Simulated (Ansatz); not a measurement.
**SnO: density, localisation and related maps**

```xyz
16
Lattice="3.3550 0.0000 0.0000 0.0000 22.6964 0.0000 0.0000 0.0000 4.2220" Properties=species:S:1:pos:R:3 pbc="T T T"
Sn    0.8388    9.8271    2.1665
Sn    0.8388   21.1753    0.0555
Sn    0.8388    4.1530    2.1665
Sn    0.8388   15.5012    0.0555
Sn    2.5163   12.8693    2.1665
Sn    2.5163    1.5211    0.0555
Sn    2.5163   18.5434    2.1665
Sn    2.5163    7.1952    0.0555
O     0.8388    2.2199    3.1110
O     0.8388   13.5681    1.0000
O     0.8388    7.8940    3.1110
O     0.8388   19.2422    1.0000
O     2.5163   20.4765    3.1110
O     2.5163    9.1283    1.0000
O     2.5163   14.8024    3.1110
O     2.5163    3.4542    1.0000
```

Space group Ama2; a structure from a database of computed crystals, not necessarily the ambient phase; not relaxed (largest force 1.2 eV/Å).

Theory: Ansatz, DFT r2SCAN, scalar-relativistic, plane waves, PAW.

The density is the valence pseudo-density of a PAW calculation; it isn't the true density close to the nuclei.

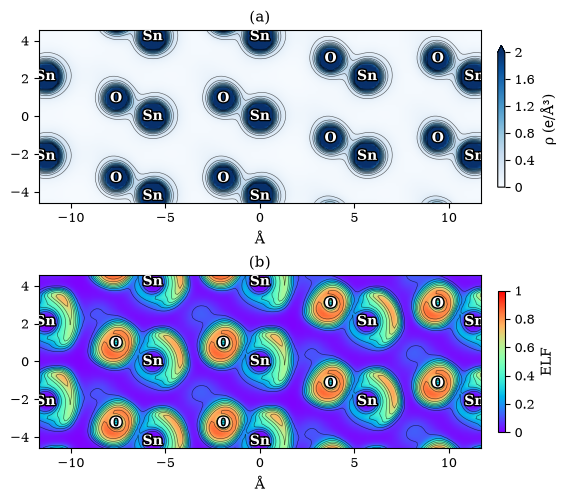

Figure 1. (a) valence electron density; (b) electron localisation function on the (100) plane of the conventional cell.

Question: What do the fields say about this system?

Answer: The plane passes through Sn and O nuclei.
Sn–O (2.15 Å): ρ is about 0.54 e/Å³ halfway; the ELF peaks at about 0.85 in the valence shell of O, 0.6 Å from its nucleus, and is about 0.20 at the midpoint (no localised pair shows between them).
Between the atoms the lowest density in this plane is 0.009 e/Å³.
The ELF also peaks beside O, away from the bonds: lone-pair regions.

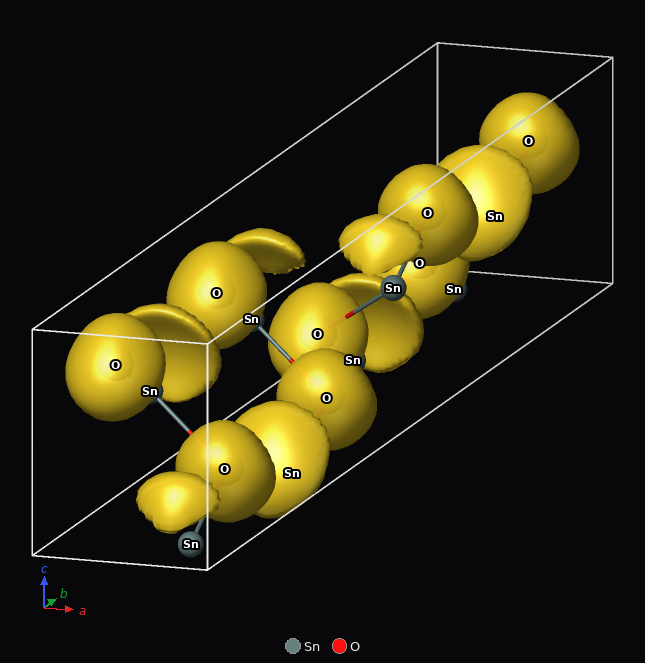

Figure 2. Isosurface of the electron localisation function at 0.65 (yellow), seen slightly off an axis. Only the valence region is drawn (cores and ρ < 0.01 e/Å³ removed). Sticks mark near contacts.

Question: Describe the localisation domains.

Answer: The surface consists of eight lobes on Sn, pointing away from the bonds (lone pairs) and eight regions wrapped around O (the valence shell of each), counted in one cell of 16 atoms. Any copies at cell faces, edges or corners count once.

Question: Does the calculation make it a metal, or give it a gap?

Answer: It is gapped, with a Kohn–Sham gap of 1.1 eV on the k-point mesh, an upper bound to the gap of this method.
